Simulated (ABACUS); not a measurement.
**GaP: band-structure run**

System: GaP (F-43m, 2 atoms in the cell).
Method: Kohn-Sham DFT of a periodic cell, TM, SG15 ONCV 1.2 PBE, no spin polarisation (ABACUS 3.10.1).

The structure derives from an entry of the Crystallography Open Database. It belongs to a series of runs on one base structure; here: bands on the converged density.

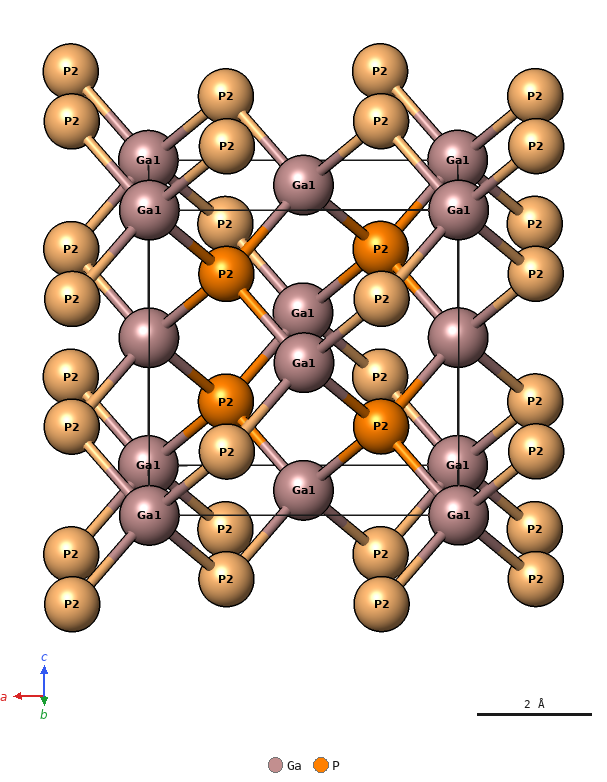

Fig. 1: The structure (ball-and-stick view of the cell 4 times as large as that of the calculation, set on its symmetry axes, seen at an oblique angle; neighbours outside the cell are drawn fainter; atoms are numbered from 1 in the order of the input).

The input:
```
INPUT_PARAMETERS
suffix              GaP
calculation         nscf
basis_type          pw
pseudo_dir          ./
symmetry            -1
dft_functional      MGGA_X_TM+MGGA_C_TM
ecutwfc             94.0
pseudo_rcut         7
nspin               1
nbands              19
ks_solver           dav
smearing_method     fd
smearing_sigma      0.00367493
scf_thr             1e-08
scf_nmax            100
mixing_type         broyden
mixing_beta         0.7
mixing_tau          1
init_chg            file
pw_diag_thr         1e-07
out_band            1
kpar                4
```

File STRU:
```
ATOMIC_SPECIES
Ga 69.7230 Ga_ONCV_PBE-1.2.upf
P 30.9738 P_ONCV_PBE-1.2.upf

LATTICE_CONSTANT
1.8897261246

LATTICE_VECTORS
0.0000000000 2.7252500000 2.7252500000
2.7252500000 0.0000000000 2.7252500000
2.7252500000 2.7252500000 0.0000000000

ATOMIC_POSITIONS
Direct

Ga
0.0
1
0.0000000000 0.0000000000 0.0000000000 1 1 1

P
0.0
1
0.2500000000 0.2500000000 0.2500000000 1 1 1
```

File KPT:
```
K_POINTS
12
Line
0.00000000 0.00000000 0.00000000 10 // G
0.50000000 0.00000000 0.50000000 10 // X
0.50000000 0.25000000 0.75000000 10 // W
0.37500000 0.37500000 0.75000000 10 // K
0.00000000 0.00000000 0.00000000 10 // G
0.50000000 0.50000000 0.50000000 10 // L
0.62500000 0.25000000 0.62500000 10 // U
0.50000000 0.25000000 0.75000000 10 // W
0.50000000 0.50000000 0.50000000 10 // L
0.37500000 0.37500000 0.75000000 1 // K
0.62500000 0.25000000 0.62500000 10 // U
0.50000000 0.00000000 0.50000000 1 // X
```

Run on 4 threads of Intel Xeon (Granite Rapids), 12 GiB of memory available, shared host.

Run as:
```bash
OMP_NUM_THREADS=1 mpirun -np 4 abacus > log
```

The program's output:
```
ABACUS v3.10.1

               Atomic-orbital Based Ab-initio Computation at UStc

 ------------------------------------------------------------------------------------

 READING GENERAL INFORMATION
                           global_out_dir = OUT.GaP/
                           global_in_card = INPUT
                               pseudo_dir = ./
                              orbital_dir =
                                    DSIZE = 4
                                    GSIZE = 1

 READING UNITCELL INFORMATION
                                    ntype = 2
                  lattice constant (Bohr) = 1.88973
              lattice constant (Angstrom) = 1

 READING ATOM TYPE 1
                               atom label = Ga
                      L=0, number of zeta = 1
                      L=1, number of zeta = 1
                      L=2, number of zeta = 1
             number of atom for this type = 1

 READING ATOM TYPE 2
                               atom label = P
                      L=0, number of zeta = 1
                      L=1, number of zeta = 1
                      L=2, number of zeta = 1
             number of atom for this type = 1

                        TOTAL ATOM NUMBER = 2
DIRECT COORDINATES
    atom                   x                   y                   z     mag                  vx                  vy                  vz
taud_Ga1            0.0000000000        0.0000000000        0.0000000000  0.0000        0.0000000000        0.0000000000        0.0000000000
taud_P1            0.2500000000        0.2500000000        0.2500000000  0.0000        0.0000000000        0.0000000000        0.0000000000

                          Volume (Bohr^3) = 273.178
                             Volume (A^3) = 40.4807

 Lattice vectors: (Cartesian coordinate: in unit of a_0)
                   +0            +2.72525            +2.72525
             +2.72525                  +0            +2.72525
             +2.72525            +2.72525                  +0
 Reciprocal vectors: (Cartesian coordinate: in unit of 2 pi/a_0)
            -0.183469           +0.183469           +0.183469
            +0.183469           -0.183469           +0.183469
            +0.183469           +0.183469           -0.183469
 The esolver type has been set to : ksdft_pw

                PAO radial cut off (Bohr) = 7

 Read in pseudopotential file is Ga_ONCV_PBE-1.2.upf
                     pseudopotential type = NC
          exchange-correlation functional = PBE
                 nonlocal core correction = 0
                        valence electrons = 13
                                     lmax = 2
                           number of zeta = 0
                     number of projectors = 6
                           L of projector = 0
                           L of projector = 0
                           L of projector = 1
                           L of projector = 1
                           L of projector = 2
                           L of projector = 2
 XC functional updated to : MGGA_X_TM+MGGA_C_TM
          exchange-correlation functional = MGGA_X_TM+MGGA_C_TM
                PAO radial cut off (Bohr) = 7

 Read in pseudopotential file is P_ONCV_PBE-1.2.upf
                     pseudopotential type = NC
          exchange-correlation functional = PBE
                 nonlocal core correction = 0
                        valence electrons = 5
                                     lmax = 1
                           number of zeta = 0
                     number of projectors = 4
                           L of projector = 0
                           L of projector = 0
                           L of projector = 1
                           L of projector = 1
 XC functional updated to : MGGA_X_TM+MGGA_C_TM
          exchange-correlation functional = MGGA_X_TM+MGGA_C_TM
     initial pseudo atomic orbital number = 0

 SETUP THE ELECTRONS NUMBER
            electron number of element Ga = 13
      total electron number of element Ga = 13
             electron number of element P = 5
       total electron number of element P = 5
            AUTOSET number of electrons:  = 18
                           occupied bands = 9
                                   NBANDS = 19
                                   NLOCAL = 18

%%%%%%%%%%%%%%%%%%%%%%%%%%%%%%%%%%%%%%%%%%%%%%%%%%%%%%%%%%%%%%%%%%%%%%%%%%%%%%%%%%%%%%%%%%%%%%%%%%%%%%%%%%
 Warning: the number of valence electrons in pseudopotential > 3 for Ga: [Ar] 3d10 4s2 4p1
 Pseudopotentials with additional electrons can yield (more) accurate outcomes, but may be less efficient.
 If you're confident that your chosen pseudopotential is appropriate, you can safely ignore this warning.
%%%%%%%%%%%%%%%%%%%%%%%%%%%%%%%%%%%%%%%%%%%%%%%%%%%%%%%%%%%%%%%%%%%%%%%%%%%%%%%%%%%%%%%%%%%%%%%%%%%%%%%%%%

 SETUP THE PLANE WAVE BASIS
 energy cutoff for charge/potential (unit:Ry) = 376
            fft grid for charge/potential = [ 45, 45, 45 ]
                        fft grid division = [ 1, 1, 1 ]
        big fft grid for charge/potential = [ 45, 45, 45 ]
                                     nbxx = 91125
                                     nrxx = 91125

 SETUP PLANE WAVES FOR CHARGE/POTENTIAL
                    number of plane waves = 33487
                         number of sticks = 1369

 PARALLEL PW FOR CHARGE/POTENTIAL
     PROC   COLUMNS(POT)             PW
        1           1369          33487
 --------------- sum -------------------
        1           1369          33487
                            number of |g| = 338
                                  max |g| = 33.7957
                                  min |g| = 0

----------- Double Check Mixing Parameters Begin ------------
mixing_type: broyden
mixing_beta: 0.7
mixing_gg0: 1
mixing_gg0_min: 0.1
mixing_ndim: 8
----------- Double Check Mixing Parameters End ------------

 SETUP K-POINTS
                                    nspin = 1
                                   nkstot = 102
K-POINTS DIRECT COORDINATES
 KPOINTS    DIRECT_X    DIRECT_Y    DIRECT_Z  WEIGHT
       1  0.00000000  0.00000000  0.00000000  1.0000
       2  0.05000000  0.00000000  0.05000000  1.0000
       3  0.10000000  0.00000000  0.10000000  1.0000
       4  0.15000000  0.00000000  0.15000000  1.0000
       5  0.20000000  0.00000000  0.20000000  1.0000
       6  0.25000000  0.00000000  0.25000000  1.0000
       7  0.30000000  0.00000000  0.30000000  1.0000
       8  0.35000000  0.00000000  0.35000000  1.0000
       9  0.40000000  0.00000000  0.40000000  1.0000
      10  0.45000000  0.00000000  0.45000000  1.0000
      11  0.50000000  0.00000000  0.50000000  1.0000
      12  0.50000000  0.02500000  0.52500000  1.0000
      13  0.50000000  0.05000000  0.55000000  1.0000
      14  0.50000000  0.07500000  0.57500000  1.0000
      15  0.50000000  0.10000000  0.60000000  1.0000
      16  0.50000000  0.12500000  0.62500000  1.0000
      17  0.50000000  0.15000000  0.65000000  1.0000
      18  0.50000000  0.17500000  0.67500000  1.0000
      19  0.50000000  0.20000000  0.70000000  1.0000
      20  0.50000000  0.22500000  0.72500000  1.0000
      21  0.50000000  0.25000000  0.75000000  1.0000
      22  0.48750000  0.26250000  0.75000000  1.0000
      23  0.47500000  0.27500000  0.75000000  1.0000
      24  0.46250000  0.28750000  0.75000000  1.0000
      25  0.45000000  0.30000000  0.75000000  1.0000
      26  0.43750000  0.31250000  0.75000000  1.0000
      27  0.42500000  0.32500000  0.75000000  1.0000
      28  0.41250000  0.33750000  0.75000000  1.0000
      29  0.40000000  0.35000000  0.75000000  1.0000
      30  0.38750000  0.36250000  0.75000000  1.0000
[... 72 further k points ...]

           k-point number in this process = 26
       minimum distributed K point number = 25

[... K-POINTS CARTESIAN COORDINATES: 26 rows ...]

[... K-POINTS DIRECT COORDINATES: 26 rows ...]

 SETUP PLANE WAVES FOR WAVE FUNCTIONS
     energy cutoff for wavefunc (unit:Ry) = 94
              fft grid for wave functions = [ 45, 45, 45 ]
                    number of plane waves = 5065
                         number of sticks = 385

 PARALLEL PW FOR WAVE FUNCTIONS
     PROC   COLUMNS(POT)             PW
        1            385           5065
 --------------- sum -------------------
        1            385           5065

 SETUP NONLOCAL PSEUDOPOTENTIALS IN PLANE WAVE BASIS
 Ga non-local projectors:
 projector 1 L=0
 projector 2 L=0
 projector 3 L=1
 projector 4 L=1
 projector 5 L=2
 projector 6 L=2
 P non-local projectors:
 projector 1 L=0
 projector 2 L=0
 projector 3 L=1
 projector 4 L=1
      TOTAL NUMBER OF NONLOCAL PROJECTORS = 26

 Init Non-Local PseudoPotential table :
 Init Non-Local-Pseudopotential done.

                                     npwx = 4279

 -------------------------------------------
 NONSELF-CONSISTENT
 -------------------------------------------
                                 init_chg = file
 try to read charge from file
 Read in the charge density: OUT.GaP//GaP-CHARGE-DENSITY.restart
 try to read kinetic energy density from file
 Read in the kinetic energy density: OUT.GaP//GaP-TAU-DENSITY.restart

 PW ALGORITHM --------------- ION=   1  ELEC=   1--------------------------------
 k(1/102) Iter steps (avg)=12 threshold=1e-07
 k(2/102) Iter steps (avg)=13 threshold=1e-07
 k(3/102) Iter steps (avg)=12 threshold=1e-07
 k(4/102) Iter steps (avg)=13 threshold=1e-07
 k(5/102) Iter steps (avg)=13 threshold=1e-07
 k(6/102) Iter steps (avg)=14 threshold=1e-07
 k(7/102) Iter steps (avg)=15 threshold=1e-07
 k(8/102) Iter steps (avg)=16 threshold=1e-07
 k(9/102) Iter steps (avg)=17 threshold=1e-07
 k(10/102) Iter steps (avg)=21 threshold=1e-07
 k(11/102) Iter steps (avg)=18 threshold=1e-07
 k(12/102) Iter steps (avg)=18 threshold=1e-07
 k(13/102) Iter steps (avg)=19 threshold=1e-07
 k(14/102) Iter steps (avg)=20 threshold=1e-07
 k(15/102) Iter steps (avg)=20 threshold=1e-07
 k(16/102) Iter steps (avg)=17 threshold=1e-07
 k(17/102) Iter steps (avg)=19 threshold=1e-07
 k(18/102) Iter steps (avg)=26 threshold=1e-07
 k(19/102) Iter steps (avg)=19 threshold=1e-07
 k(20/102) Iter steps (avg)=18 threshold=1e-07
 k(21/102) Iter steps (avg)=19 threshold=1e-07
 k(22/102) Iter steps (avg)=19 threshold=1e-07
 k(23/102) Iter steps (avg)=20 threshold=1e-07
 k(24/102) Iter steps (avg)=18 threshold=1e-07
 k(25/102) Iter steps (avg)=17 threshold=1e-07
 k(26/102) Iter steps (avg)=18 threshold=1e-07
[... levels at 26 k points of this process ...]

 Density error is 0.00000000000
                          Error Threshold = 1.00000000000e-07
----------------------------------------------------------
     Energy           Rydberg                 eV
----------------------------------------------------------
 E_KohnSham     -144.2102352995      -1962.0809099936
 E_KS(sigma->0) -144.2102352980      -1962.0809099738
 E_Harris       -144.2102352995      -1962.0809099936
 E_band         -3.4473082083        -46.9030343947
 E_one_elec     -77.3710053696       -1052.6865330157
 E_Hartree      50.7072326045        689.9072932325
 E_xc           -21.0688386433       -286.6562557917
 E_Ewald        -96.4776238881       -1312.6454143789
 E_entropy(-TS) -0.0000000029        -0.0000000398
 E_descf        0.0000000000         0.0000000000
 E_exx          0.0000000000         0.0000000000
 E_Fermi        0.6170898599         8.3959382730
----------------------------------------------------------

 charge density convergence is achieved
 final etot is -1962.0809100 eV
 EFERMI = 8.3959382730 eV

 STATE ENERGY(eV) AND OCCUPATIONS    NSPIN == 1
 1/26 kpoint (Cartesian) = 0.0000 0.0000 0.0000 (4279 pws)
       1       -6.70769      0.0196078
       2       -6.70769      0.0196078
       3       -6.70769      0.0196078
       4       -6.61014      0.0196078
       5       -6.61014      0.0196078
       6       -4.91004      0.0196078
       7        7.61048      0.0196078
       8        7.61048      0.0196078
       9        7.61048      0.0196078
      10        9.61755    4.80437e-13
      11        11.5766    4.63140e-30
      12        11.5766    4.63140e-30
      13        11.5766    4.63140e-30
      14        16.0293    9.77885e-69
      15        17.4221    7.79363e-81
      16        17.4221    7.79362e-81
      17        19.8500        0.00000
      18        19.8500        0.00000
      19        19.8500        0.00000

 2/26 kpoint (Cartesian) = 0.0000 0.018347 0.0000 (4231 pws)
       1       -6.71236      0.0196078
       2       -6.70579      0.0196078
       3       -6.70579      0.0196078
       4       -6.61061      0.0196078
       5       -6.60949      0.0196078
       6       -4.86573      0.0196078
       7        7.24905      0.0196078
       8        7.48415      0.0196078
       9        7.48415      0.0196078
      10        9.96285    4.81329e-16
      11        11.4395    7.17904e-29
      12        11.7512    1.40895e-31
      13        11.7512    1.40895e-31
      14        16.2646    8.82453e-71
      15        16.9623    7.68524e-77
      16        17.4618    3.52526e-81
      17        19.9389        0.00000
      18        19.9389        0.00000
      19        20.0639        0.00000

 3/26 kpoint (Cartesian) = 0.0000 0.036694 0.0000 (4200 pws)
       1       -6.72529      0.0196078
       2       -6.70095      0.0196078
       3       -6.70095      0.0196078
       4       -6.61253      0.0196078
       5       -6.60777      0.0196078
       6       -4.73431      0.0196078
       7        6.51455      0.0196078
       8        7.16328      0.0196078
       9        7.16328      0.0196078
      10        10.5801    2.09551e-21
      11        11.1476    2.46277e-26
      12        12.2164    1.28446e-35
      13        12.2164    1.28446e-35
      14        16.0630    4.98067e-69
      15        16.9179    1.86879e-76
      16        17.5803    3.29638e-82
      17        20.2054        0.00000
      18        20.2054        0.00000
      19        20.4178        0.00000

 4/26 kpoint (Cartesian) = 0.0000 0.055041 0.0000 (4212 pws)
       1       -6.74356      0.0196078
       2       -6.69363      0.0196078
       3       -6.69363      0.0196078
       4       -6.61626      0.0196078
       5       -6.60526      0.0196078
       6       -4.51975      0.0196078
       7        5.68523      0.0196078
       8        6.75166      0.0196078
       9        6.75166      0.0196078
      10        10.5548    3.47694e-21
      11        11.3596    3.54953e-28
      12        12.8668    2.87654e-41
      13        12.8668    2.87654e-41
      14        15.3028    1.99662e-62
      15        17.7759    6.58750e-84
      16        17.8102    3.32048e-84
      17        20.6490        0.00000
      18        20.6490        0.00000
      19        20.8141        0.00000

 5/26 kpoint (Cartesian) = 0.0000 0.073388 0.0000 (4208 pws)
       1       -6.76410      0.0196078
       2       -6.68422      0.0196078
       3       -6.68422      0.0196078
       4       -6.62102      0.0196078
       5       -6.60213      0.0196078
       6       -4.22769      0.0196078
       7        4.83387      0.0196078
       8        6.32446      0.0196078
       9        6.32446      0.0196078
      10        10.1562    1.00751e-17
      11        11.5845    3.95589e-30
      12        13.6260    7.32448e-48
      13        13.6260    7.32448e-48
      14        15.0304    4.63826e-60
      15        18.0454    3.00824e-86
      16        18.8556        0.00000
      17        21.2655        0.00000
      18        21.2655        0.00000
      19        21.3097        0.00000

 6/26 kpoint (Cartesian) = 0.0000 0.091735 0.0000 (4208 pws)
       1       -6.78443      0.0196078
       2       -6.67360      0.0196078
       3       -6.67360      0.0196078
       4       -6.62680      0.0196078
       5       -6.59863      0.0196078
       6       -3.86539      0.0196078
       7        3.98491      0.0196078
       8        5.92463      0.0196078
       9        5.92463      0.0196078
      10        9.78711    1.61755e-14
      11        11.3295    6.48119e-28
      12        14.4504    5.06169e-55
      13        14.4504    5.06169e-55
      14        15.4007    2.81862e-63
      15        18.3824    3.55404e-89
      16        19.9615        0.00000
      17        21.9515        0.00000
      18        22.0381        0.00000
      19        22.0381        0.00000

[... levels at 20 further k points ...]

 --------------------------------------------
 !FINAL_ETOT_IS -1962.080909993646 eV
 --------------------------------------------

 Output bands in file: OUT.GaP/BANDS_1.dat
```

Standard output:
```
ABACUS 4,Local thread limit: 32
v3.10.1

               Atomic-orbital Based Ab-initio Computation at UStc

 dft_functional readin is: MGGA_X_TM+MGGA_C_TM
 dft_functional in pseudopot file is: PBE
 Please make sure this is what you need
 dft_functional readin is: MGGA_X_TM+MGGA_C_TM
 dft_functional in pseudopot file is: PBE
 Please make sure this is what you need

%%%%%%%%%%%%%%%%%%%%%%%%%%%%%%%%%%%%%%%%%%%%%%%%%%%%%%%%%%%%%%%%%%%%%%%%%%%%%%%%%%%%%%%%%%%%%%%%%%%%%%%%%
 Warning: the number of valence electrons in pseudopotential > 3 for Ga: [Ar] 3d10 4s2 4p1
 Pseudopotentials with additional electrons can yield (more) accurate outcomes, but may be less efficient.
 If you're confident that your chosen pseudopotential is appropriate, you can safely ignore this warning.
%%%%%%%%%%%%%%%%%%%%%%%%%%%%%%%%%%%%%%%%%%%%%%%%%%%%%%%%%%%%%%%%%%%%%%%%%%%%%%%%%%%%%%%%%%%%%%%%%%%%%%%%%

 UNIFORM GRID DIM        : 45 * 45 * 45
 UNIFORM GRID DIM(BIG)   : 45 * 45 * 45
func,idMGGA_X_TM 540
func,idMGGA_C_TM 251
 ---------------------------------------------------------
 ---------------------------------------------------------
 SPIN    KPOINTS         PROCESSORS  THREADS
 1       102             4           4
 ---------------------------------------------------------
 Use plane wave basis
 ---------------------------------------------------------
 ELEMENT NATOM       XC
 Ga      1
 P       1
 ---------------------------------------------------------
 Initial plane wave basis and FFT box
 ---------------------------------------------------------
 -------------------------------------------
 NONSELF-CONSISTENT :
 -------------------------------------------
 START CHARGE      : file
 ITER       ETOT/eV          EDIFF/eV         DRHO         DKIN     TIME/s
 DA1     -1.96208091e+03   0.00000000e+00   0.0000e+00   0.0000e+00  46.21
```

Results in brief:

```tsv
quantity	value
outcome	converged
space group (tolerance 0.01 Å)	F-43m (216)
electrons treated	18
Fermi energy of the self-consistent step	8.371 eV
gap on the band path	1.53 eV
wall time	47 s (CPU time 3.1 min)
peak memory	0.52 GiB
```
